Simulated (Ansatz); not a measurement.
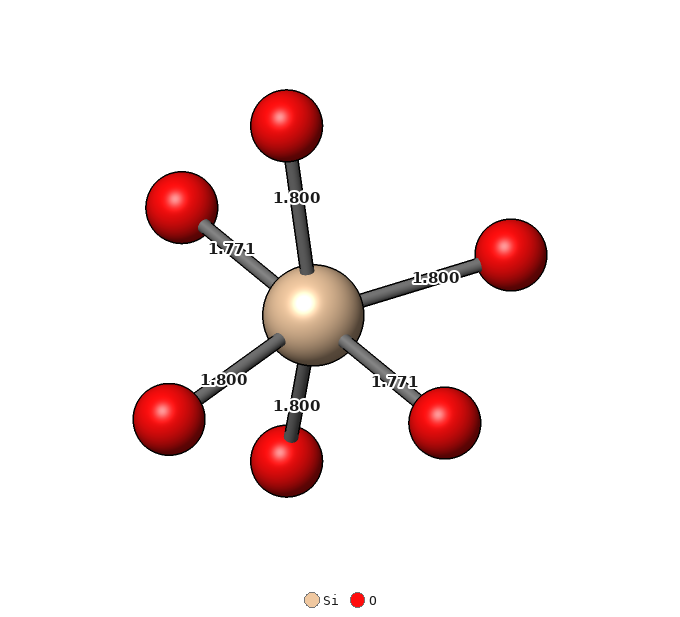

The surroundings of site Si1 (at 0.000, 0.500, 0.250) in SiO₂ (I4_1/amd, No. 141), with bond lengths in Å.

Source of the atomic positions: coordinates from a relaxation with DFT, PBE, plane waves, PAW (Ansatz 0.2.0); the starting structure was generated, so it need not be a known form of this composition.

```yaml
crystal:
  lattice:
    - [3.52683, 0.00000, 0.00000]
    - [0.00000, 3.52683, 0.00000]
    - [0.00000, 0.00000, 8.51999]
  atoms:
    - { symbol: Si, position: [0.00000, 0.50000, 0.25000] }
    - { symbol: Si, position: [0.00000, 0.00000, 0.00000] }
    - { symbol: O, position: [0.00000, 0.50000, 0.04217] }
    - { symbol: O, position: [0.50000, 0.50000, 0.29217] }
    - { symbol: O, position: [0.00000, 0.00000, 0.20783] }
    - { symbol: O, position: [0.00000, 0.50000, 0.45783] }
    - { symbol: Si, position: [0.50000, 0.00000, 0.75000] }
    - { symbol: Si, position: [0.50000, 0.50000, 0.50000] }
    - { symbol: O, position: [0.50000, 0.00000, 0.54217] }
    - { symbol: O, position: [0.00000, 0.00000, 0.79217] }
    - { symbol: O, position: [0.50000, 0.50000, 0.70783] }
    - { symbol: O, position: [0.50000, 0.00000, 0.95783] }
```

Bond valence s = exp((R0 − d)/b), R0 fitted to published crystal structures with b = 0.37 Å; R0 in Å: Si4+–O 1.620.

Calculate the bond-valence sum of Si1 from the bonds drawn.

2 × 0.665 + 4 × 0.615 = 3.79 v.u., against a formal valence of 4: underbonded (bonds long for this ion) by 0.21.

And over the whole structure?

```csv
site,"x, y, z",formal valence,bond-valence sum,difference
Si1,"0.000, 0.500, 0.250",+4,3.87,-0.13
O1,"0.000, 0.500, 0.042",−2,1.94,-0.06
```

These sums include all anions within 5 Å. The global instability index (root mean square of the differences over all atoms) is 0.09 v.u.: little strain. Cells relaxed with PBE tend to have slightly long bonds, which lowers the sums.
